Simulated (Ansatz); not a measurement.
System: SiO$_{2}$ (slab).

Input file:

```
crystal:
  lattice:
    - [4.9207348796, 0.0, 0.0]
    - [0.0, 5.4146761696, 0.0]
    - [0.0, 0.0, 24.7505006193]
  atoms:
    - { symbol: O, position: [0.8411971015, 0.8822130097, 0.3030241737] }
    - { symbol: Si, position: [0.0311416348, 0.6666666667, 0.3278224155] }
    - { symbol: O, position: [0.8411971015, 0.4511203237, 0.3526206573] }
    - { symbol: O, position: [0.2213811085, 0.784453657, 0.3741697874] }
    - { symbol: O, position: [0.43742179, 0.215546343, 0.3989680292] }
    - { symbol: Si, position: [0.7344291826, 0.3333333333, 0.4085493163] }
    - { symbol: Si, position: [0.2344291826, 0.0, 0.4192730992] }
    - { symbol: O, position: [0.93742179, 0.1177869903, 0.4288543863] }
    - { symbol: O, position: [0.7213811085, 0.5488796763, 0.4536526281] }
    - { symbol: O, position: [0.3411971015, 0.8822130097, 0.4752017582] }
    - { symbol: Si, position: [0.5311416348, 0.6666666667, 0.5] }
    - { symbol: O, position: [0.3411971015, 0.4511203237, 0.5247982418] }
    - { symbol: O, position: [0.7213811085, 0.784453657, 0.5463473719] }
    - { symbol: O, position: [0.93742179, 0.215546343, 0.5711456137] }
    - { symbol: Si, position: [0.2344291826, 0.3333333333, 0.5807269008] }
    - { symbol: Si, position: [0.7344291826, 0.0, 0.5914506837] }
    - { symbol: O, position: [0.43742179, 0.1177869903, 0.6010319708] }
    - { symbol: O, position: [0.2213811085, 0.5488796763, 0.6258302126] }
    - { symbol: O, position: [0.8411971015, 0.8822130097, 0.6473793427] }
    - { symbol: Si, position: [0.0311416348, 0.6666666667, 0.6721775845] }
    - { symbol: O, position: [0.8411971015, 0.4511203237, 0.6969758263] }
basis:
  ecutwfc: 500
kpoints:
  mp_grid: { grid: [6, 5, 1] }
hamiltonian:
  xc: r2scan
scf:
  occupations: { method: gaussian, width: 0.05 }
output:
  forces: true
  eigenvalues: true
  write_density: true
  write_potential: true
  elf: true
  volumetric_format: npy
relax:
  adjacent_minimum: "off"
  f_tol: 0.02
  max_steps: 60
efield:
  axis: 3
  dipole_correction: true
  ramp_width: 0.04
```

Command:

```sh
ansatz run input.yaml --threads 2 --pin off --max-ram 5120MiB --backend cpu --events-out ev --progress --plain --runs-dir out
```

The fields are those of the run's last geometry, not of the input's.

The calculation used Ansatz 0.2.0, DFT r2SCAN, scalar-relativistic, plane waves, PAW.

Question: What will maps of the valence pseudo-density and electron localisation function show?

Answer: Si–O (1.51 Å): ρ is about 1.6 e/Å³ halfway; the ELF peaks at about 0.80 between the atoms, as expected for a polar covalent bond.
Si–O (1.62 Å): the density is about 1.3 e/Å³ at the midpoint; the ELF peaks at about 0.85 between the atoms: a short, strongly polar bond.

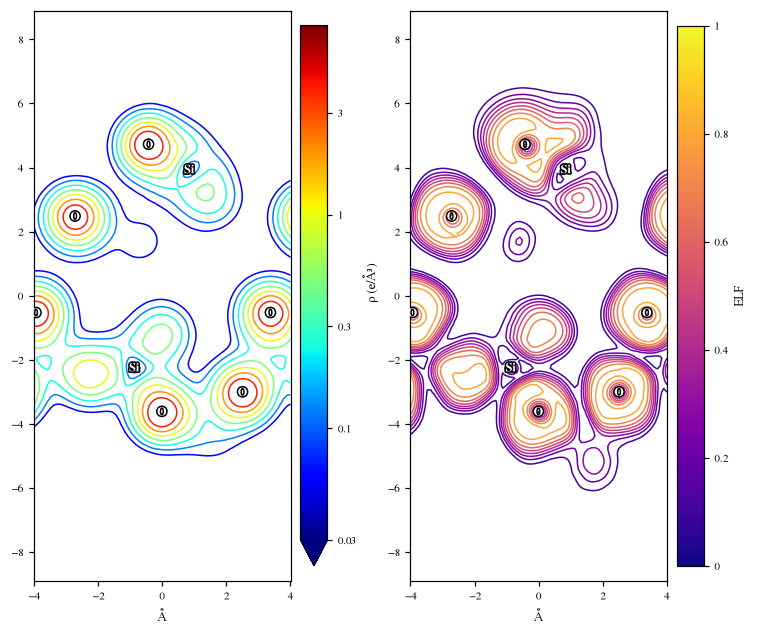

Computed valence pseudo-density and electron localisation function on the (11̄0) plane of the calculation cell, a cut from vacuum to vacuum, in this order. Atoms just off the plane (Si, 0.6 Å away and O, 0.6 Å away) can leave unmarked features too.

The density is the valence pseudo-density of a PAW calculation; it isn't the true density close to the nuclei.
